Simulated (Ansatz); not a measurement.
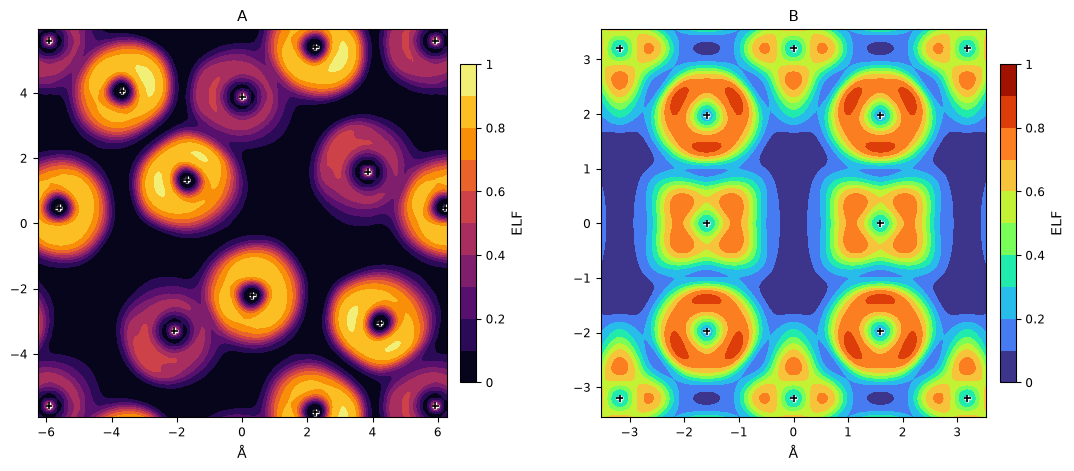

The electron localisation function of 2 systems, each on a plane through atoms (crosses mark nuclei in the plane).

Method: Ansatz 0.2.0, DFT PBE, scalar-relativistic, plane waves, PAW.

System 1: Bi2S3, the (010) plane of the conventional cell. Space group Pnma.

System 2: IrO2, the (110) plane of the conventional cell. Space group P4₂/mnm; computed without spin polarisation.

```
Ir O
1.0
     4.52882    0.00000    0.00000
     0.00000    4.52882    0.00000
     0.00000    0.00000    3.17984
Ir O
2 4
Direct
  0.00000 0.00000 0.00000
  0.50000 0.50000 0.50000
  0.30842 0.30842 0.00000
  0.19158 0.80842 0.50000
  0.69158 0.69158 0.00000
  0.80842 0.19158 0.50000
```

### Match each panel to its system.

Panel A is system 1, Bi2S3: the plane holds Bi and S. Bi–S (2.62 Å): the ELF peaks at about 0.85 in the valence shell of S, 0.9 Å from its nucleus, and is about 0.50 at the midpoint. Panel B is system 2, IrO2: the plane holds Ir and O. Ir–O (1.98 Å): the ELF peaks at about 0.85 in the valence shell of O, 0.6 Å from its nucleus, and is about 0.20 at the midpoint (no shared electron pair shows on this line).
